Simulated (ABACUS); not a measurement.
**A series of single points on FeO**

System: FeO (Fm-3m, 2 atoms in the cell).
Method: Kohn-Sham DFT of a periodic cell, PBE, PseudoDojo NC SR 0.4.1 PBE standard, spin-polarised (ABACUS 3.10.1).

The 7 runs differ only in the geometry, by an even scaling of the cell at fixed fractional positions. The structure derives from an entry of the Crystallography Open Database.

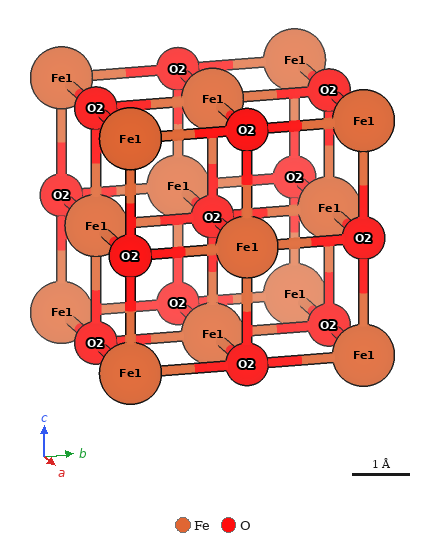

Figure 1. The structure of run 4 (ball-and-stick view of the cell 4 times as large as that of the calculation, set on its symmetry axes, seen slightly off an axis; atoms are numbered from 1 in the order of the input).

**The input of run 4**
```
INPUT_PARAMETERS
suffix              FeO
calculation         scf
basis_type          lcao
pseudo_dir          ./
orbital_dir         ./
symmetry            1
dft_functional      pbe
ecutwfc             100
pseudo_rcut         10
nspin               2
nbands              17
ks_solver           genelpa
smearing_method     fd
smearing_sigma      0.00367493
scf_thr             1e-07
scf_nmax            100
mixing_type         broyden
mixing_beta         0.4
cal_force           1
cal_stress          1
out_mul             1
out_chg             1
out_pot             2
out_elf             1
```

**File STRU of run 4**
```
ATOMIC_SPECIES
Fe 55.8450 Fe.upf
O 15.9990 O.upf

NUMERICAL_ORBITAL
Fe_confined-atom_7au_3s2p2d1f.orb
O_confined-atom_6au_2s2p1d.orb

LATTICE_CONSTANT
1.8897261246

LATTICE_VECTORS
0.0000000000 2.1554000000 2.1554000000
2.1554000000 0.0000000000 2.1554000000
2.1554000000 2.1554000000 0.0000000000

ATOMIC_POSITIONS
Direct

Fe
0.0
1
0.0000000000 0.0000000000 0.0000000000 1 1 1 mag 3

O
0.0
1
0.5000000000 0.5000000000 0.5000000000 1 1 1 mag 0
```

**File KPT of run 4**
```
K_POINTS
0
Gamma
11 11 11 0 0 0
```

Command:
```bash
OMP_NUM_THREADS=1 mpirun -np 4 abacus > log
```

Run 3 differs from it as follows:
```diff
-out_chg             1
-out_pot             2
-out_elf             1
-0.0000000000 2.1554000000 2.1554000000
-2.1554000000 0.0000000000 2.1554000000
-2.1554000000 2.1554000000 0.0000000000
+0.0000000000 2.1409337923 2.1409337923
+2.1409337923 0.0000000000 2.1409337923
+2.1409337923 2.1409337923 0.0000000000
```

**Results, with one run withheld**

```csv
run,volume per atom (Å³),"free energy per atom, from the lowest run given (meV)",pressure (GPa)
1,9.413,21.92,12.78
2,9.613,8.98,7.92
3,9.813,?,?
4,10.013,0.00,−0.32
5,10.214,2.49,−3.79
6,10.414,9.31,−6.90
7,10.614,19.66,−9.71
```

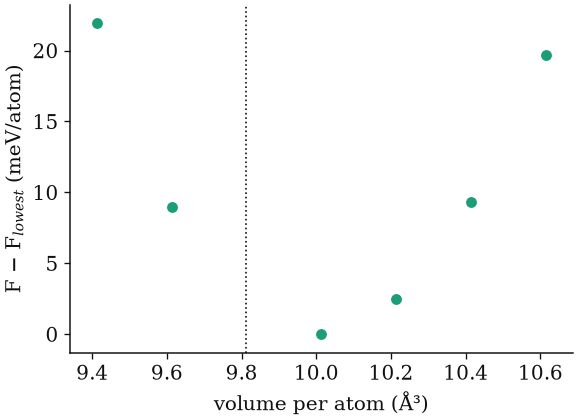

Figure 2. Free energy per atom of the runs given; the dotted line marks run 3.

Fit the runs given and predict run 3.

A cubic polynomial in V^(−2/3) (the Birch–Murnaghan form), fitted to the 6 runs given, misses them by at most 0.07 meV per atom. With x = V^(−2/3) − 0.21499 Å⁻², it reads F = −0.01619 − 292.09 x + 2.7928e+05 x² + 4.788e+05 x³ (meV per atom). At run 3 it gives 1.90 meV per atom, and the run itself gives 1.89. The slope of the fit gives a pressure −dF/dV of 3.56 GPa there, and the run prints 3.57 GPa. The fit has its minimum at 9.995 Å³ per atom, where V d²F/dV² gives 185 GPa: the bulk modulus at this level, since symmetry fixes the shape and the positions.

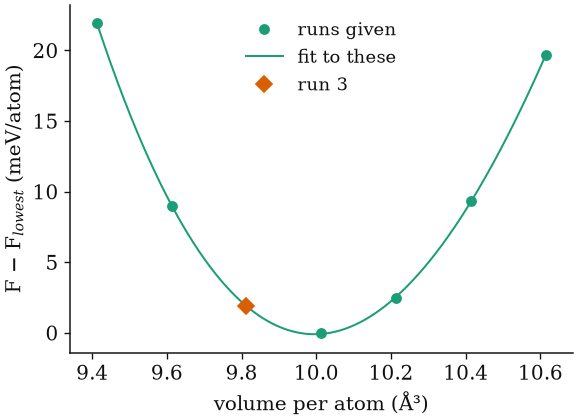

Figure 3. The fit and the withheld run.

**Some lines of the output (run 3)**
```
[...]
 E_Fermi        1.1104181284         15.1080137084
 E_Fermi        1.1109307094         15.1149877304
 E_Fermi        1.1109827489         15.1156957651
 E_Fermi        1.1109812129         15.1156748666
 E_Fermi        1.1110250255         15.1162709680
 E_Fermi        1.1110257245         15.1162804774
 E_Fermi        1.1110260469         15.1162848636
 E_Fermi        1.1110262938         15.1162882237
 E_KS(sigma->0) -283.7214142765      -3860.2278787793
 E_Fermi        1.1110262456         15.1162875675
 final etot is -3860.2334032 eV
 EFERMI = 15.116287567 eV
 TOTAL-PRESSURE: 35.737886 KBAR
 !FINAL_ETOT_IS -3860.2334032260041567 eV
```

Notes: Points of doubt noted for this run: home made orbitals.
